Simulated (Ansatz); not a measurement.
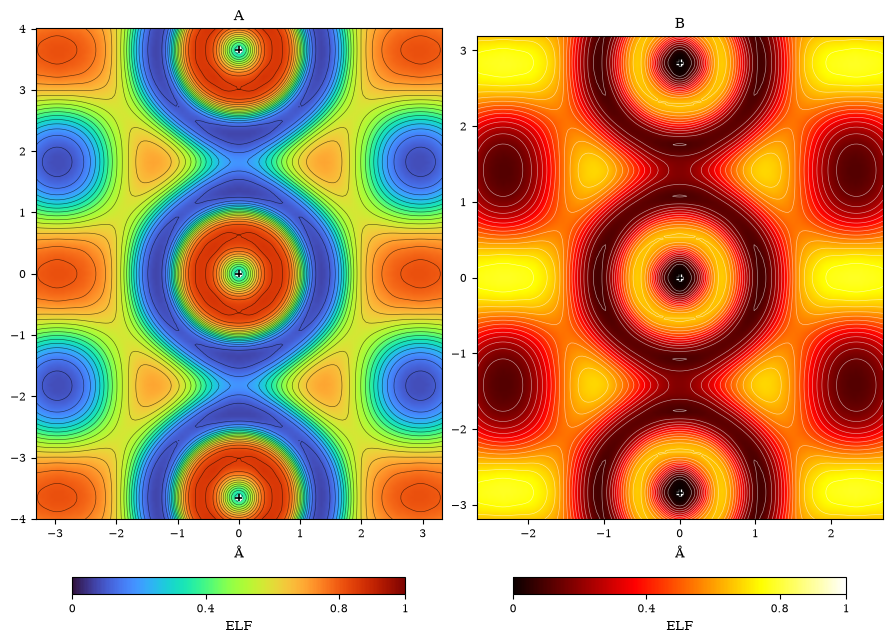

The electron localisation function of 2 systems, each on a plane through atoms (crosses mark nuclei in the plane).

Level of theory: DFT, r2SCAN, plane waves (500 eV) with PAW, scalar-relativistic (Ansatz 0.2.0).

System 1: Ti, the (100) plane of the conventional cell. Space group P6/mmm; set up as Ti, omega (AlB2-type); a generated structure, not necessarily the stable one; changed on purpose from its base cell (volume × 1.04); computed pressure about −4 GPa in this cell; spin-polarised.

```cif
data_structure
_symmetry_space_group_name_H-M 'P 1'
_symmetry_Int_Tables_number 1
_cell_length_a 4.6657
_cell_length_b 4.6657
_cell_length_c 2.8381
_cell_angle_alpha 90.000
_cell_angle_beta 90.000
_cell_angle_gamma 120.000
_cell_volume 53.50
loop_
_atom_site_label
_atom_site_type_symbol
_atom_site_fract_x
_atom_site_fract_y
_atom_site_fract_z
_atom_site_occupancy
Ti1 Ti 0.00000 0.00000 0.00000 1
Ti2 Ti 0.33333 0.66667 0.50000 1
Ti3 Ti 0.66667 0.33333 0.50000 1
```

System 2: Y, the (010) plane of the conventional cell. Space group P6/mmm; set up as Y, omega (AlB2-type); a generated structure, not necessarily the stable one; changed on purpose from its base cell (volume × 1.12); computed pressure about −4 GPa in this cell; spin-polarised.

```
Y
1.0
     5.93096    0.00000    0.00000
    -2.96548    5.13636    0.00000
     0.00000    0.00000    3.65339
Y
3
Direct
  0.00000 0.00000 0.00000
  0.33333 0.66667 0.50000
  0.66667 0.33333 0.50000
```

**Which map belongs to which system?**

Panel A is system 2, Y: the plane holds Y. Y–Y (3.65 Å): the ELF is about 0.20 at the midpoint (no shared electron pair shows on this line). Panel B is system 1, Ti: the plane holds Ti. Ti–Ti (2.84 Å): the ELF is about 0.20 at the midpoint: no localised pair shows between them.
